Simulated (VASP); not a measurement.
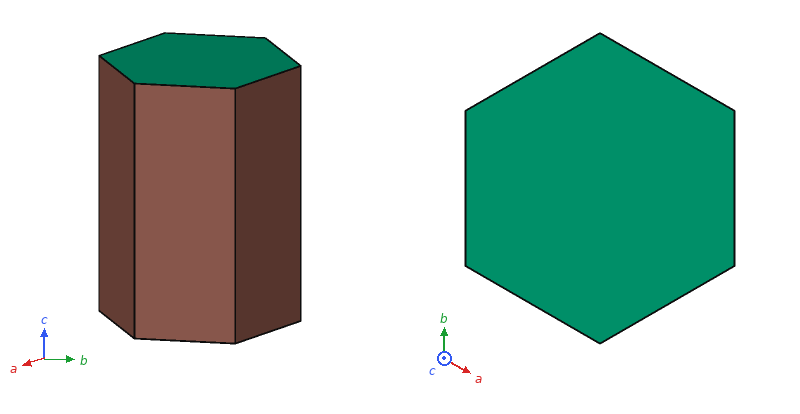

Two views of one computed crystal shape (BFDH rule; symmetry-equivalent faces share a colour; the right view looks down the c axis). A face and its opposite count as equivalent. Forms under 0.4 % of the area are left out.

Which crystal system and Laue class does the shape show?

Hexagonal, Laue class 6/mmm. A BFDH shape is always centrosymmetric and shows few forms, so it can't tell the point group within that class, and the other Laue class of the same system could look alike. It was computed for TiO in P-62m, with forms {100} and {001}.

Source: a cell listed in the Materials Project, as set up for an electronic-structure calculation.
